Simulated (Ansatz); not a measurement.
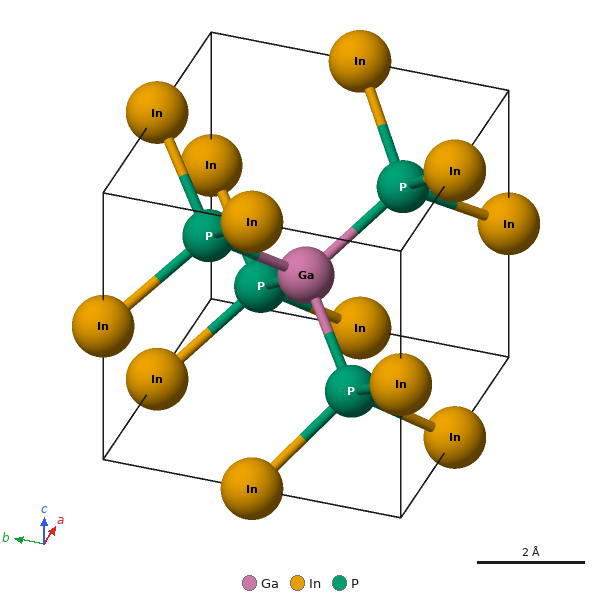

A ball-and-stick picture of a crystal structure, seen from a general direction. The supercell is outlined; an atom on or near a face, edge or corner is repeated at each equivalent position. The host is InP, in a cell of 8 sites, and the cell is neutral.

> Spot the defect.

Gallium on an indium site (a substitutional impurity). It is bonded to four P in a tetrahedral arrangement at about 2.5 Å.

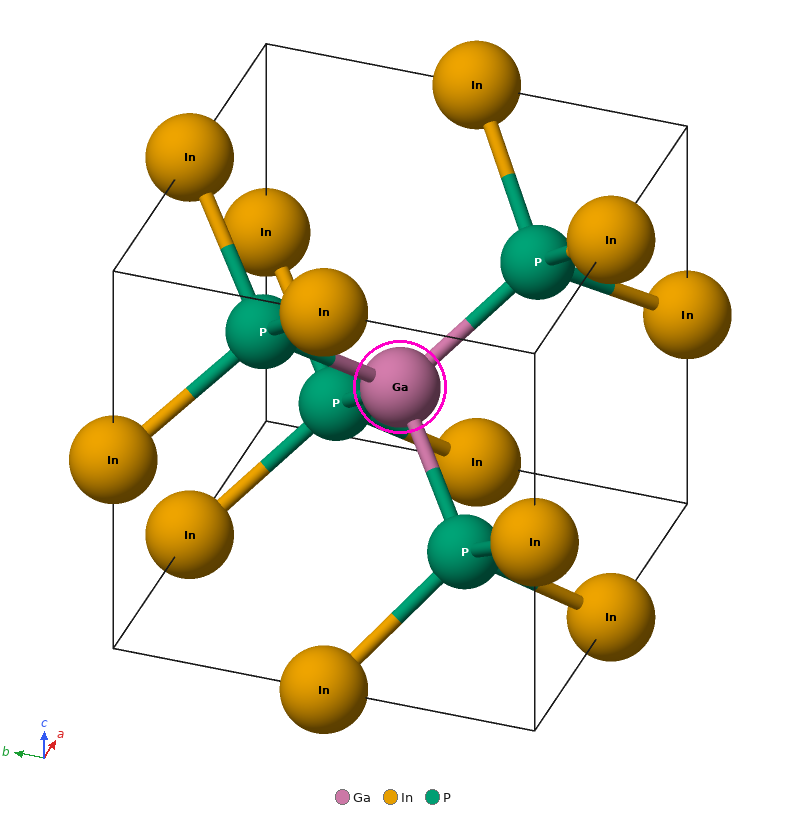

The same cell with a ring at the defect's site.

The atoms were relaxed in the host's cell with Ansatz 0.2.0, DFT PBE, scalar-relativistic, plane waves, PAW.
